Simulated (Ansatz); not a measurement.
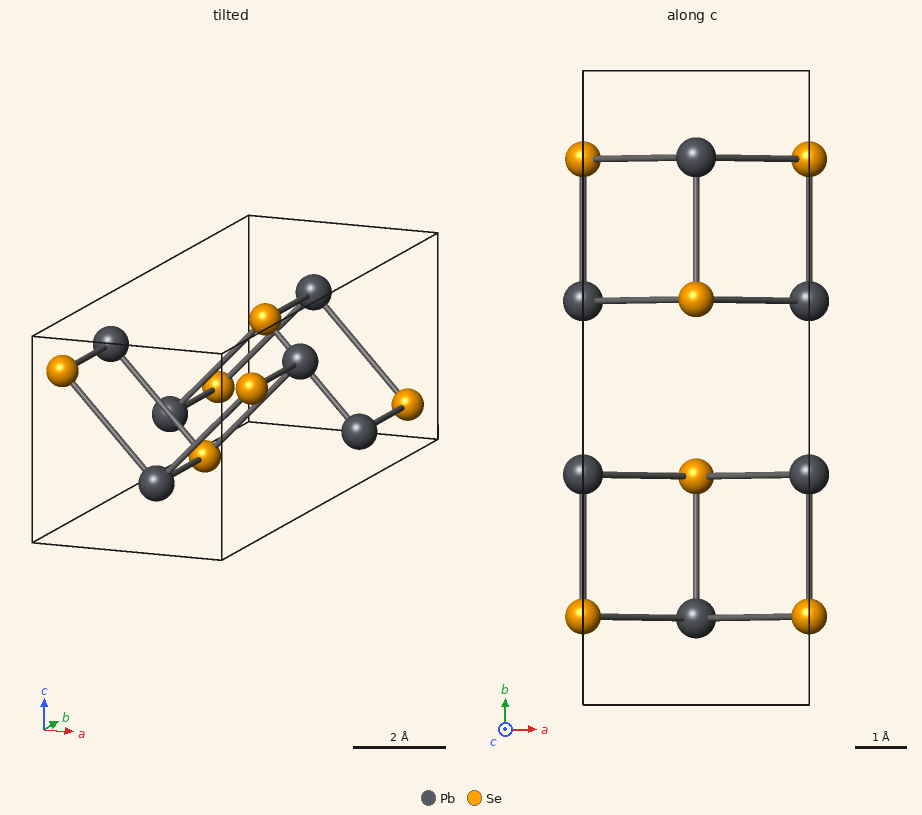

We look at a ball-and-stick model of the crystal slightly off an axis and along the c axis. The conventional unit cell is drawn as a box.

PbSe, space group Cmcm (No. 63), a = 4.446 Å, b = 12.473 Å, c = 4.611 Å, α = 90.00°, β = 90.00°, γ = 90.00°. Starting structure: a structure listed in the Materials Project. The cell was then strained or its atoms displaced on purpose. It was run through Ansatz as a DFT input.

This one geometry was computed with Ansatz (DFT, plane waves, PAW) at three levels of theory: r2SCAN, PBE and HSE06.

How does the band gap change with the level of theory?

PBE: a gap of 1.03 eV, indirect; r2SCAN: a gap of 1.39 eV, indirect; HSE06: a gap of 1.57 eV, indirect.

Collect the results in a table.

| level | cutoff (eV) | k-mesh of the run's cell | gap (eV) | pressure (GPa) |
| --- | --- | --- | --- | --- |
| r2SCAN | 500 | 6×6×6 | 1.39 | -2.6 |
| PBE | 420 | 6×6×6 | 1.03 | -1.5 |
| HSE06 | 420 | 4×4×4 | 1.57 | -2.8 |

Gaps are taken on the k-mesh or band path of each run.
